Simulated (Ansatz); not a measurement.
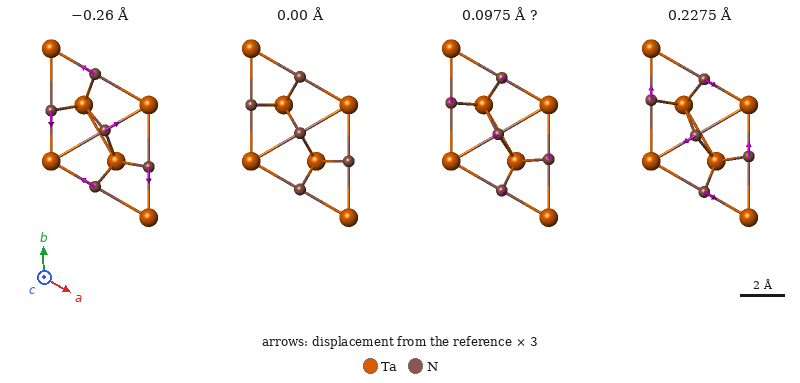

A scan of a crystal of TaN (P6/mmm): a normal mode at the zone centre is frozen in with the cell fixed, the amplitude being the largest displacement of an atom. The picture is a ball-and-stick view of the cell of the calculation, repeated 1 × 1 × 2 with one cell outlined, seen along the c axis. Purple arrows: displacements from the reference.

These are results of DFT PBEsol, scalar-relativistic, plane waves, PAW in Ansatz, not measurements. Settings: plane-wave cutoff 420 eV; k-point mesh 12 × 12 × 16; occupations gaussian; smearing width 0.15 eV; no spin polarisation. Energies (free energies at the smearing named) are counted from the relaxed crystal.

```json
{"largest displacement (Å)": "−0.2600", "ΔE (meV/cell)": "−1187"}
{"largest displacement (Å)": "−0.1300", "ΔE (meV/cell)": "−355"}
{"largest displacement (Å)": "0.0000", "ΔE (meV/cell)": "0"}
{"largest displacement (Å)": "0.0325", "ΔE (meV/cell)": "−24"}
{"largest displacement (Å)": "0.0650", "ΔE (meV/cell)": "−95"}
{"largest displacement (Å)": "0.0975", "ΔE (meV/cell)": "?"}
{"largest displacement (Å)": "0.1625", "ΔE (meV/cell)": "−534"}
{"largest displacement (Å)": "0.1950", "ΔE (meV/cell)": "−736"}
{"largest displacement (Å)": "0.2275", "ΔE (meV/cell)": "−956"}
```

Question: One row is withheld. What is its energy?

Answer: A straight line between the two neighbours gives −241 meV/cell. A cubic through the four nearest rows (0.0325, 0.0650, 0.1625, 0.1950) gives, with Lagrange weights, (−0.3000)(−24) + (1.0000)(−95) + (0.5000)(−534) + (−0.2000)(−736) = −208 meV/cell. The calculation gives −207 meV/cell, so the cubic is 1 meV/cell too low and the straight line 34 meV/cell too low, as the curve bends downwards here.

The whole profile:

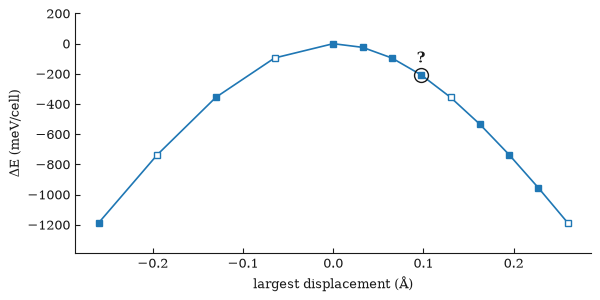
